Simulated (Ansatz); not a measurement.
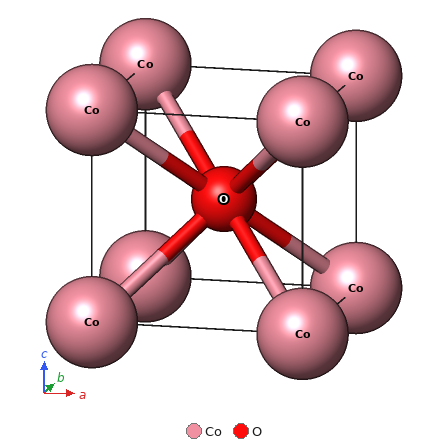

System: CoO, space group Pm-3m (No. 221) (cell built by us, not taken from a database). The picture shows the cell.

The given structure:
```yaml
crystal:
  lattice:
    - [2.57246, 0.00000, 0.00000]
    - [0.00000, 2.57246, 0.00000]
    - [0.00000, 0.00000, 2.57246]
  atoms:
    - { symbol: Co, position: [0.00000, 0.00000, 0.00000] }
    - { symbol: O, position: [0.50000, 0.50000, 0.50000] }
```

Method: several magnetic starts of one crystal ranked at fixed atoms, signs over the magnetic atoms (u up, d down), a propagation vector with a half doubling the cell with reversed moments; plane-wave DFT of a periodic cell, U on orthogonalised atomic d orbitals (Ansatz 0.2.0). Level: PBEsol. Hubbard U_eff: Co 7 eV.

```csv
setting,value
cell charge,0 e
exact exchange fraction,0
potentials,PAW default
wave cutoff,420 eV
k mesh,16x16x16
k shift,none
occupation rule,Gaussian
occupation width,0.05 eV
```

The k mesh is that of the cell as given; doubled cells use half as many points along the doubled vectors; key: 1 = ferromagnetic; 2 = antiferromagnetic doubled q=(0 0 1/2).

What does the calculation give for the energy above the lowest of each magnetic start?

Among these starts the lowest is no. 2; no. 1 is 41.88 meV/atom higher.

```tsv
magnetic start	energy above the lowest (meV/atom)	largest site moment (μB)	final order
no. 1	41.88	2.657	ferromagnetic
no. 2	0.00	2.613	antiferromagnetic
```

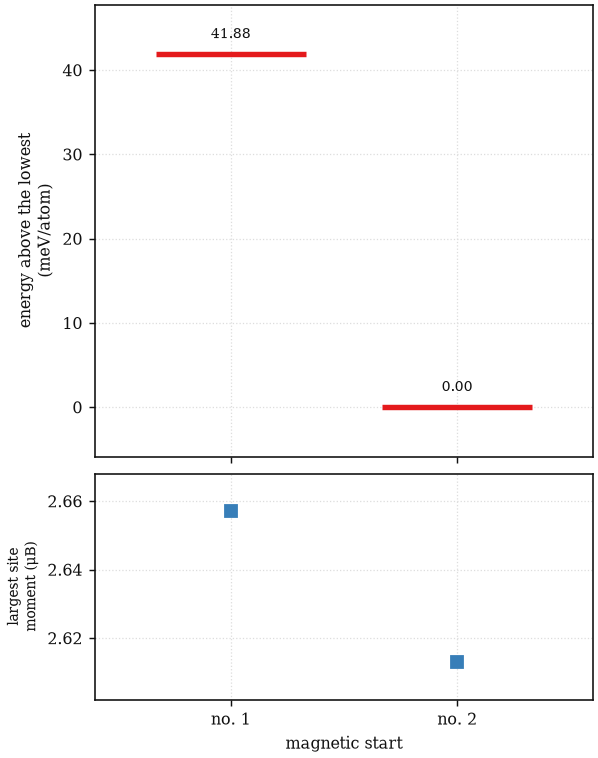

Caveats: the state may not be the lowest.
